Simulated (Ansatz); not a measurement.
**Run report: TiAl, single-point calculation**

TiAl (P4/mmm, 2 atoms in the cell), computed with DFT PBEsol, scalar-relativistic, plane waves, PAW, no spin polarisation (Ansatz 0.2.0).

The structure derives from an entry of the Crystallography Open Database. It belongs to a series of runs on one base structure; here: ratio of the length along z to the lengths across it x 1.1, volume and fractional coordinates fixed. Figures and captions count atoms from 1; the log counts them from 0 in places.

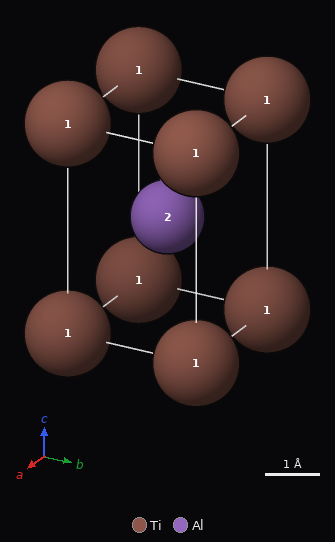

The input geometry (spheres-only view of the cell of the calculation, seen at an oblique angle; atoms are numbered from 1 in the order of the input). An atom can appear more than once, as a periodic image.

Input file
```yaml
crystal:
  lattice:
    - [2.7485756603, 0.0, 0.0]
    - [0.0, 2.7485756603, 0.0]
    - [0.0, 0.0, 4.3253860393]
  atoms:
    - { symbol: Ti, position: [0.0, 0.0, 0.0] }
    - { symbol: Al, position: [0.5, 0.5, 0.5] }
basis:
  ecutwfc: 420
kpoints:
  mp_grid: { grid: [18, 18, 14] }
hamiltonian:
  xc: pbesol
scf:
  occupations: { method: gaussian, width: 0.15 }
output:
  forces: true
  stress: true
  eigenvalues: true
  write_density: true
  write_potential: true
  elf: true
  volumetric_format: npy
```

Machine: 1 thread of Intel Xeon @ 2.50GHz (Skylake/Cascade Lake), 192 GiB of memory available, shared host.

Command:
```bash
ansatz run input.yaml --threads 1 --pin off --max-ram 2560MiB --backend cpu --events-out ev --progress --plain --runs-dir out
```

The program's output
```
Engine: ansatz 0.2.0, x86_64-unknown-linux-gnu
Pseudopotentials: kind: paw
Pseudopotential: Ti, paw, valence charge 12, recommended cutoff 420 eV (normal), Ti.paw.azcp
Pseudopotential: Al, paw, valence charge 3, recommended cutoff 420 eV (normal), Al.paw.azcp
Functional definition: PBEsol
  exchange = pbesol_x
  correlation = pbesol_c
Crystal: 2 atoms, lattice volume = 32.677 Å³
Basis set: ecut = 420 eV, 659 PW (Γ), exchange–correlation on 40×40×60 points (8 copies of the dense FFT grid, shifted against one another)
Bands: 12, of which v1, the nominal top of the filled ones, is band 8 counted from 1 (7 counted from 0)
Symmetry: 16 space group operations
Space group: P4/mmm (ITA 123), of the structure as read, at distance tolerance 3.2e-5 Å
k-points: 440 of 4536
Non-local potential: Ti, projectors of the file, l = 0: 3, l = 1: 2, l = 2: 3, l = 3: 1
Non-local potential: Al, projectors of the file, l = 0: 2, l = 1: 2, l = 2: 1
PAW form: soft (Blöchl's): semilocal exchange-correlation on the pseudo side does not see the compensation charge
PAW frozen core: Ti, regenerated for the run's functional, and the local potential with it (the file was generated under x = pbe(κ = 0.804, μ = 0.2195149727645171), c = pbe(β = 0.06672455060314922))
PAW frozen core: Al, regenerated for the run's functional, and the local potential with it (the file was generated under x = pbe(κ = 0.804, μ = 0.2195149727645171), c = pbe(β = 0.06672455060314922))
PAW one-centre angular grid: Ti, 590 points (default); XC on 64 Gauss nodes
PAW one-centre angular grid: Al, 110 points (default); XC on 64 Gauss nodes
Initial density: superposition of atomic densities (neutral atoms: chi_scale 0, normalization atom), corrected by the library's trained network
Initial wavefunctions: pseudopotential atomic-orbital guess
Functional: x = pbesol(κ = 0.804, μ = 0.12345679012345678), c = pbesol(β = 0.046)
SCF iter   1: F=—  HF=-2999.220319 eV  |F-HF|=—  |Δ(HF+E_count)|=         —  Δρ=5.50e-3  dr2=5.67e-3  ethr=1.77e-3  ⟨swp⟩=4.9  Hψ=26190  notcnv=0
preconditioner: auto → none  [metal: Δε(μ)=0.005 eV  Ē_g=5.294 eV  σ=0.150 eV  W_gap=0.02  n_scr=6 (ndim 8)  ℏωp=17.2 eV  f_vac=0.000  D(μ)=1.79/eV (n_scr^D=16)  sad-step TF]
SCF iter   2: F=—  HF=-2999.218777 eV  |F-HF|=—  |Δ(HF+E_count)|=   1.54e-3  Δρ=2.63e-3  dr2=1.66e-3  ethr=3.78e-5  ⟨swp⟩=1.3  Hψ=9275  notcnv=0
SCF iter   3: F=—  HF=-2999.218428 eV  |F-HF|=—  |Δ(HF+E_count)|=   3.49e-4  Δρ=3.39e-4  dr2=3.06e-5  ethr=1.10e-5  ⟨swp⟩=2.7  Hψ=8062  notcnv=0
SCF iter   4: F=—  HF=-2999.218396 eV  |F-HF|=—  |Δ(HF+E_count)|=   3.17e-5  Δρ=1.19e-4  dr2=6.44e-6  ethr=2.04e-7  ⟨swp⟩=2.4  Hψ=7761  notcnv=0
iter 5 did not close the SCF: its close was put off for the readings that it lacked (scf_convergence_deferred on its scf_iter line)
SCF iter   5: F=-2999.218395 eV  HF=-2999.218395 eV  |F-HF|=1.37e-8  |Δ(HF+E_count)|=   1.36e-6  Δρ=9.10e-6  dr2=8.35e-9  ethr=4.29e-8  ⟨swp⟩=2.4  Hψ=6694  notcnv=0
SCF iter   6: F=-2999.218395 eV  HF=-2999.218395 eV  |F-HF|=2.98e-10  |Δ(HF+E_count)|=   1.54e-8  Δρ=1.22e-6  dr2=4.21e-10  ethr=5.57e-11  ⟨swp⟩=4.2  Hψ=24225  notcnv=0
the search or the solves at the SCF's close seem to have found levels that the self-consistency loop had missed (the run counts 2). By its estimate they hold under 1e-12 electrons; where the run keeps them, the occupations were computed again with them
SCF 1 converged in 6 iterations: F = -2999.218395 eV  dr2 = 4.21e-10
  greatest PAW one-centre occupation: 0.999 electrons in one spin orbital (limit 2), on the Ti atom at site 0 (counted from 0), in its partial waves of l = 0
```

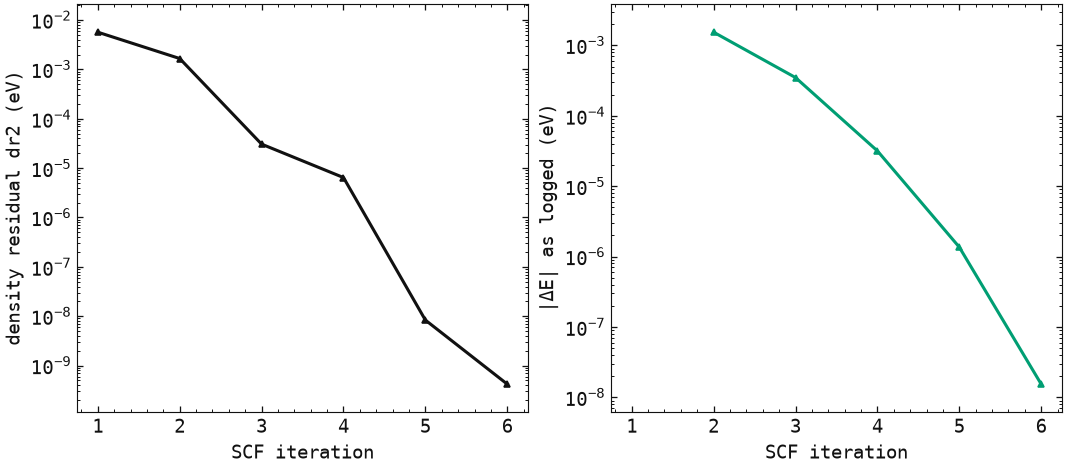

Convergence of the self-consistent field: density residual dr2 and size of the energy change against the SCF iteration. The residual falls at every step.

```
SCF converged after 6 iterations
Free energy (F): -2999.218395 eV
Harris-Foulkes:  -2999.218395 eV  (|F-HF|=2.98e-10)
Internal energy: -2999.197756 eV  (E = F + TS)
E sigma→0 (E₀):  -2999.208075 eV
Entropy (-TS):   -0.020639 eV (-10.320 meV/atom)
Fermi energy:    10.824997 eV
--- Per-component energies (eV) ---
  E_band       = -165.688194
  E_kinetic    = 296.144023
  E_local      = -1111.802830  (includes V_loc(G=0)·N_el)
  E_nonlocal   = 20.505853
  E_hartree    = 477.719550
  E_xc         = -136.436748
  E_vxc        = -151.100955  (∫ρ·V_xc dr)
  E_paw        = -1477.812473  (= ΣΔE_a)
  E_vpaw       = -174.872654  (= ΣTr[D̂ρ^β])
  E_aug_tail   = 0.000116  (compensation charges beyond the density's cutoff)
  E_ewald      = -1067.673770
  E_core_change = 0.158523  (= ΣΔE_core)
  E_smearing   = -0.020639  (= −TS)
  E_closure    = 0.000000  (closes the sum)
  Σ components = -2999.218395   (vs F -2999.218395, Δ=0.00e0)
--- Forces (eV/Å), atoms counted from 1 ---
  atom   1  Ti    -0.00000000    -0.00000000     0.00000000
  atom   2  Al     0.00000000     0.00000000     0.00000000
  max |Σ_I F_I| component: 4.19e-31 eV/Å
--- Stress (GPa, compression-positive) ---
       -1.309215       0.000000       0.000000
        0.000000      -1.309215       0.000000
        0.000000       0.000000      -8.936737
  P = ⅓ Tr σ = -3.8517 GPa (-38.517 kbar)
--- Band table (eV; the first three rows and the last of 440) ---
  k-point 0: bands = ["-45.5376", "-22.0318", "-21.5326", "-21.5326", "1.7092", "8.6906", "9.5916", "9.9478", "13.1784", "13.1784", "14.3716", "15.9268"]
  k-point 1: bands = ["-45.5376", "-22.0323", "-21.5326", "-21.5326", "1.7491", "8.3862", "9.8119", "9.9524", "13.1672", "13.1672", "14.3719", "16.0551"]
  k-point 2: bands = ["-45.5376", "-22.0336", "-21.5326", "-21.5326", "1.8663", "7.8091", "9.9652", "10.1515", "13.1363", "13.1363", "14.3727", "16.4203"]
  k-point 439: bands = ["-45.3806", "-22.0512", "-22.0512", "-21.8918", "8.3143", "8.8229", "8.8229", "12.8518", "12.9203", "13.4825", "15.2609", "15.2609"]
```

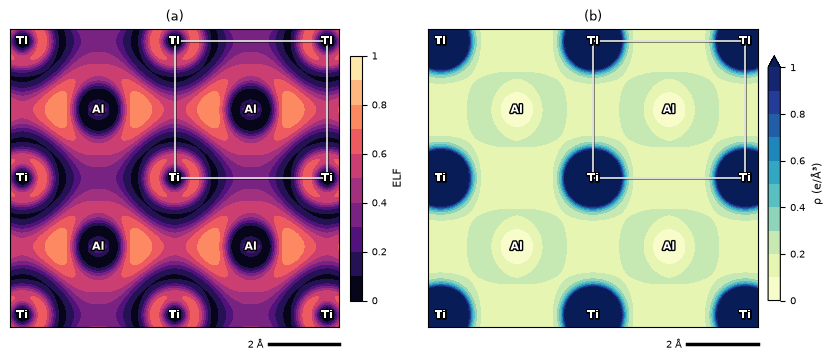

(a) ELF; (b) valence electron density on the (110) plane of the conventional cell. The section cuts through Ti and Al sites. Ti–Al (2.91 Å): the density is about 0.19 e/Å³ at the midpoint; the ELF is about 0.40 at the midpoint, which marks nearly free electrons, as in a simple metal. Away from the nuclei the density in this plane falls to 0.13 e/Å³ at its lowest. The strong features right at Ti lie inside the PAW spheres (semicore, d or f shells) and say nothing about bonding. In a PAW calculation such maps are meaningful between the atoms, not at the nuclei.

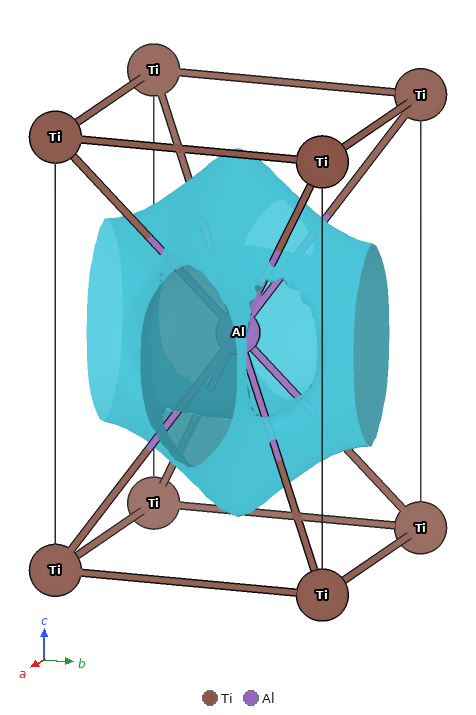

Isosurface of the electron localisation function at 0.6 (cyan), seen slightly off an axis. Core shells and regions of very low density are left out. Sticks mark near contacts. The outline is the cell set on symmetry axes. Profiles from the grid: Al–Al (2.75 Å): the ELF peaks at about 0.70 between the atoms. Ti–Ti (2.75 Å): the ELF is about 0.30 at the midpoint (no localised pair between them).

Summary

```json
{"quantity": "outcome", "value": "converged"}
{"quantity": "space group (tolerance 0.01 Å)", "value": "P4/mmm (123)"}
{"quantity": "electrons treated", "value": "15"}
{"quantity": "free energy", "value": "−2999.2184 eV"}
{"quantity": "Fermi energy", "value": "10.825 eV"}
{"quantity": "gap on the k-point mesh", "value": "none (metallic)"}
{"quantity": "pressure", "value": "−3.85 GPa"}
{"quantity": "largest force (length of the vector)", "value": "under 0.001 eV/Å"}
{"quantity": "wall time", "value": "14 s"}
{"quantity": "peak memory", "value": "0.49 GiB"}
```
